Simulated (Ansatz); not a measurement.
Run report: Sb, field-gradient calculation

The run: field-gradient calculation of Sb (I4/mmm, 1 atom in the cell). Method and program: DFT, PBE, PAW with Ansatz's default frozen-core files, scalar-relativistic, no spin polarisation (Ansatz 0.2.0).

The structure derives from an entry of the Crystallography Open Database. Its volume is 0.94 times that of the source entry. It belongs to a series of runs on one base structure; here: volume scaled by 0.94, PAW files. Figures and captions count atoms from 1; the log counts them from 0 in places.

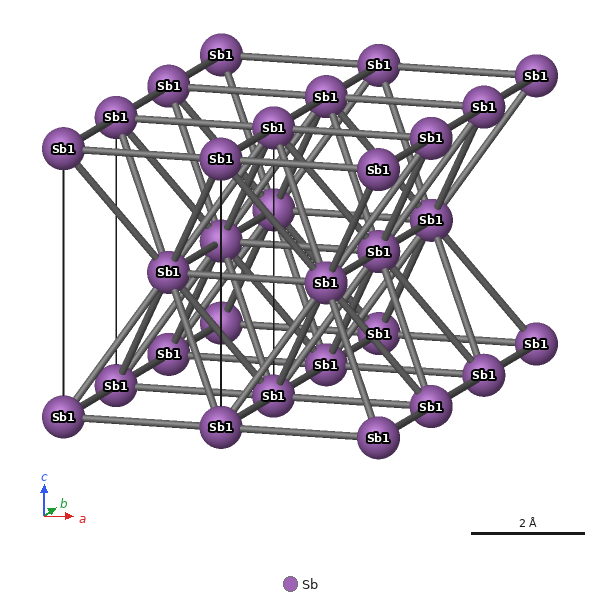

*The structure (ball-and-stick view of the cell 2 times as large as that of the calculation, set on its symmetry axes, repeated 2 × 3 × 1, seen slightly off an axis; atoms are numbered from 1 in the order of the input).*

Near neighbours in the crystal (not all of them lie inside the picture): Sb has 12 Sb at 2.95 to 3.20 Å.

**Results in brief**

```json
{"quantity": "outcome", "value": "converged"}
{"quantity": "space group (tolerance 0.01 Å)", "value": "I4/mmm (139)"}
{"quantity": "electrons treated", "value": "15"}
{"quantity": "free energy", "value": "−6483.7300 eV"}
{"quantity": "Fermi energy", "value": "16.128 eV"}
{"quantity": "pressure", "value": "28.86 GPa"}
{"quantity": "field gradient V_zz (10²¹ V/m²)", "value": "Sb 3.58"}
{"quantity": "largest force (length of the vector)", "value": "under 0.001 eV/Å"}
{"quantity": "hardware", "value": "1 thread of Intel Xeon (Sapphire Rapids), 64 GiB of memory available, shared host"}
{"quantity": "wall time", "value": "8.8 s"}
{"quantity": "peak memory", "value": "0.51 GiB"}
```

**Notes**

Warnings of the run: the field gradients leave out spin–orbit coupling. The cell is under a pressure of 29 GPa at this level, so it is not at its equilibrium volume.

**Input**
```yaml
crystal:
  lattice:
    - [-1.4742770936, 1.4742770936, 2.4293735496]
    - [1.4742770936, -1.4742770936, 2.4293735496]
    - [1.4742770936, 1.4742770936, -2.4293735496]
  atoms:
    - { symbol: Sb, position: [0.0, 0.0, 0.0] }
kpoints:
  mp_grid: { grid: [19, 19, 19] }
scf:
  occupations: { method: fermi_dirac, width: 0.05 }
hamiltonian:
  xc: pbe
  pseudopotentials: { kind: paw }
output:
  forces: true
  stress: true
  eigenvalues: true
  efg: { contact_densities: true }
  write_density: true
  write_potential: true
  elf: true
  volumetric_format: npy
```

Launched with:
```bash
ansatz run input.yaml --threads 1 --pin off --max-ram 3072MiB --backend cpu --events-out ev --progress --plain --runs-dir out
```

**What the program printed**
```
Sb: output.efg is read without spin–orbit coupling, which moves field gradients at and beside such atoms by some per cent and up to a factor of two; PAW files take it under magnetization.noncollinear and magnetization.spin_orbit
Engine: ansatz 0.2.0, x86_64-unknown-linux-gnu
Pseudopotentials: kind: paw
Pseudopotential: Sb, paw, valence charge 15, recommended cutoff 420 eV (normal), Sb.paw.azcp
Functional definition: PBE
  parameter kappa = 0.804
  parameter beta = 0.06672455060314922
  exchange = pbe_x(kappa = kappa, mu = beta*pi^2/3)
  correlation = pbe_c(beta = beta)
Crystal: 1 atoms, lattice volume = 21.121 Å³
Basis set: ecut = 420 eV, 413 PW (Γ), exchange–correlation on 48×48×48 points (8 copies of the dense FFT grid, shifted against one another)
Bands: 12, of which v1, the nominal top of the filled ones, is band 8 counted from 1 (7 counted from 0)
Symmetry: 16 space group operations
Space group: I4/mmm (ITA 139), of the structure as read, at distance tolerance 2.8e-5 Å
k-points: 550 of 6859
Non-local potential: Sb, projectors of the file, l = 0: 2, l = 1: 2, l = 2: 2, l = 3: 2
PAW form: soft (Blöchl's): semilocal exchange-correlation on the pseudo side does not see the compensation charge
PAW one-centre angular grid: Sb, 590 points (default); XC on 64 Gauss nodes
Initial density: superposition of atomic densities (neutral atoms: chi_scale 0, normalization atom), corrected by the library's trained network
Initial wavefunctions: pseudopotential atomic-orbital guess
Functional: x = pbe(κ = 0.804, μ = 0.2195149727645171), c = pbe(β = 0.06672455060314922)
SCF iter   1: F=—  HF=-6483.730296 eV  |F-HF|=—  |Δ(HF+E_count)|=         —  Δρ=2.09e-3  dr2=7.07e-4  ethr=1.77e-3  ⟨swp⟩=5.0  Hψ=38769  notcnv=0
preconditioner: auto → none  [metal: Δε(μ)=0.029 eV  Ē_g=29.811 eV  σ=0.050 eV  W_gap=0.14  n_scr=8 (ndim 8)  ℏωp=31.3 eV  f_vac=0.000  D(μ)=0.48/eV (n_scr^D=0)  sad-step TF]
SCF iter   2: F=—  HF=-6483.729999 eV  |F-HF|=—  |Δ(HF+E_count)|=   2.96e-4  Δρ=1.39e-3  dr2=3.18e-4  ethr=4.71e-6  ⟨swp⟩=2.0  Hψ=13482  notcnv=0
SCF iter   3: F=—  HF=-6483.730060 eV  |F-HF|=—  |Δ(HF+E_count)|=   6.06e-5  Δρ=4.76e-4  dr2=3.55e-5  ethr=2.12e-6  ⟨swp⟩=2.8  Hψ=10079  notcnv=0
SCF iter   4: F=—  HF=-6483.730039 eV  |F-HF|=—  |Δ(HF+E_count)|=   2.05e-5  Δρ=1.46e-4  dr2=3.30e-6  ethr=2.36e-7  ⟨swp⟩=2.1  Hψ=10306  notcnv=0
SCF iter   5: F=—  HF=-6483.730038 eV  |F-HF|=—  |Δ(HF+E_count)|=   1.63e-6  Δρ=3.65e-5  dr2=2.15e-7  ethr=2.20e-8  ⟨swp⟩=2.0  Hψ=10522  notcnv=0
SCF iter   6: F=-6483.730038 eV  HF=-6483.730038 eV  |F-HF|=2.89e-8  |Δ(HF+E_count)|=   1.51e-7  Δρ=1.16e-5  dr2=2.08e-8  ethr=6.67e-10  ⟨swp⟩=8.9  Hψ=42842  notcnv=0
SCF 1 converged in 6 iterations: F = -6483.730038 eV  dr2 = 2.08e-8
  greatest PAW one-centre occupation: 0.996 electrons in one spin orbital (limit 2), on the Sb atom at site 0 (counted from 0), in its partial waves of l = 2
```

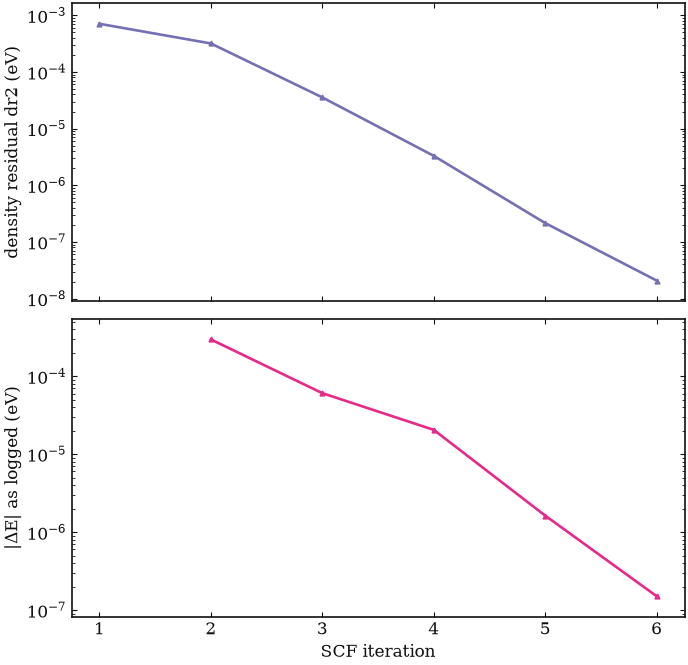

*Convergence of the self-consistent field: density residual dr2 and size of the energy change against the SCF iteration.*

The residual falls at every step.

```
SCF converged after 6 iterations
Free energy (F): -6483.730038 eV
Harris-Foulkes:  -6483.730038 eV  (|F-HF|=2.89e-8)
Internal energy: -6483.725939 eV  (E = F + TS)
E sigma→0 (E₀):  -6483.727988 eV
Entropy (-TS):   -0.004098 eV (-4.098 meV/atom)
Fermi energy:    16.127668 eV
--- Per-component energies (eV) ---
  E_band       = -83.849019
  E_kinetic    = 211.623650
  E_local      = -1236.493298  (includes V_loc(G=0)·N_el)
  E_nonlocal   = 362.722388
  E_hartree    = 585.886737
  E_xc         = -140.784885
  E_vxc        = -99.408522  (∫ρ·V_xc dr)
  E_paw        = -4575.291315  (= ΣΔE_a)
  E_vpaw       = -494.073776  (= ΣTr[D̂ρ^β])
  E_aug_tail   = -0.000002  (compensation charges beyond the density's cutoff)
  E_ewald      = -1691.389215
  E_smearing   = -0.004098  (= −TS)
  E_closure    = 0.000000  (closes the sum)
  Σ components = -6483.730038   (vs F -6483.730038, Δ=0.00e0)
--- Forces (eV/Å), atoms counted from 1 ---
  atom   1  Sb     0.00000000     0.00000000    -0.00000000
  max |Σ_I F_I| component: 8.63e-32 eV/Å
--- Stress (GPa, compression-positive) ---
       30.030143       0.000000       0.000000
        0.000000      30.030143      -0.000000
       -0.000000      -0.000000      26.529968
  P = ⅓ Tr σ = 28.8634 GPa (288.634 kbar)
--- PAW observables at the nuclei: V_zz in 10²¹ V/m², potentials from the cell's mean, atoms counted from 1 ---
  atom   1  Sb V_zz =    +3.575013   η = 0.0000   by run symmetry: allowed
            electrostatic potential = -8416.963660 V   contact ρ = 1350138.133030 e/Å³
--- Band table (eV; the first three rows and the last of 550) ---
  k-point 0: bands = ["-13.5618", "-13.4379", "-13.4106", "-13.4106", "-13.3085", "0.9499", "23.1775", "23.3565", "23.3565", "26.3766", "27.3269", "28.1628"]
  k-point 1: bands = ["-13.5520", "-13.4343", "-13.4140", "-13.4081", "-13.3122", "1.0509", "22.6646", "22.7710", "22.9906", "25.6447", "27.7396", "28.1318"]
  k-point 2: bands = ["-13.5237", "-13.4245", "-13.4236", "-13.4007", "-13.3228", "1.3542", "21.3369", "21.8180", "22.1054", "24.5253", "27.8071", "29.7951"]
  k-point 549: bands = ["-13.6148", "-13.4892", "-13.2746", "-13.2729", "-13.2717", "6.7879", "8.9161", "17.4822", "18.2104", "22.2432", "23.1563", "37.9396"]
```

**File rho_z.tsv**
```
# z_ang	rho[e/angstrom^3]
# format = ansatz-planar-average/11
# lattice	-1.474277094	1.474277094	2.429373550
# lattice	1.474277094	-1.474277094	2.429373550
# lattice	1.474277094	1.474277094	-2.429373550
# sites	1
# site	51	0.000000000	0.000000000	0.000000000
0.000000	1.490104e0
0.133391	1.437995e0
0.266782	1.295272e0
0.400173	1.096892e0
0.533564	8.849858e-1
0.666954	6.941882e-1
0.800345	5.433386e-1
0.933736	4.355937e-1
1.067127	3.641662e-1
1.200518	3.191195e-1
1.333909	2.919809e-1
1.467300	2.773932e-1
1.600691	2.727709e-1
1.734081	2.773932e-1
1.867472	2.919809e-1
2.000863	3.191195e-1
2.134254	3.641662e-1
2.267645	4.355937e-1
2.401036	5.433386e-1
2.534427	6.941882e-1
2.667818	8.849858e-1
2.801209	1.096892e0
2.934599	1.295272e0
3.067990	1.437995e0
```

**File v_z.tsv**
```
# z_ang	v_es[eV]	v_tot[eV]
# format = ansatz-planar-average/11
# xc	pbe
# density_cutoff_ev	1680
# datasets	Sb=:simpson_from_first_knot:soft
# lattice	-1.474277094	1.474277094	2.429373550
# lattice	1.474277094	-1.474277094	2.429373550
# lattice	1.474277094	1.474277094	-2.429373550
# sites	1
# site	51	0.000000000	0.000000000	0.000000000
0.000000	6.331493e0	-6.345581e0
0.133391	6.388888e0	-6.250358e0
0.266782	6.561950e0	-5.964424e0
0.400173	6.852779e0	-5.489796e0
0.533564	7.263320e0	-4.834776e0
0.666954	7.793439e0	-4.015198e0
0.800345	8.438110e0	-3.057263e0
0.933736	9.182787e0	-2.003399e0
1.067127	9.996033e0	-9.144280e-1
1.200518	1.082109e1	1.331889e-1
1.333909	1.156593e1	1.040974e0
1.467300	1.209963e1	1.675951e0
1.600691	1.229518e1	1.906313e0
1.734081	1.209963e1	1.675951e0
1.867472	1.156593e1	1.040974e0
2.000863	1.082109e1	1.331889e-1
2.134254	9.996033e0	-9.144280e-1
2.267645	9.182787e0	-2.003399e0
2.401036	8.438110e0	-3.057263e0
2.534427	7.793439e0	-4.015198e0
2.667818	7.263320e0	-4.834776e0
2.801209	6.852779e0	-5.489796e0
2.934599	6.561950e0	-5.964424e0
3.067990	6.388888e0	-6.250358e0
```

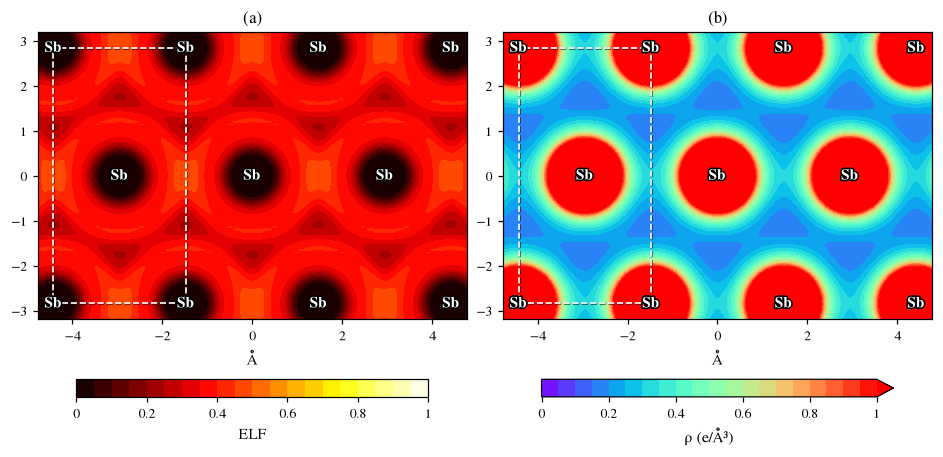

*(a) electron localisation function; (b) valence pseudo-density on the (011) plane of the conventional cell.*

The section cuts through Sb sites. Sb–Sb (2.95 Å): ρ at the midpoint is about 0.3 e/Å³; the ELF is about 0.50 at the midpoint, as expected for metallic bonding. Sb–Sb (3.20 Å): ρ at the midpoint is about 0.2 e/Å³; the ELF is about 0.30 at the midpoint; no localised pair between them. Away from the nuclei the density in this plane falls to 0.16 e/Å³ at its lowest. The fields are those of the smooth PAW valence density.
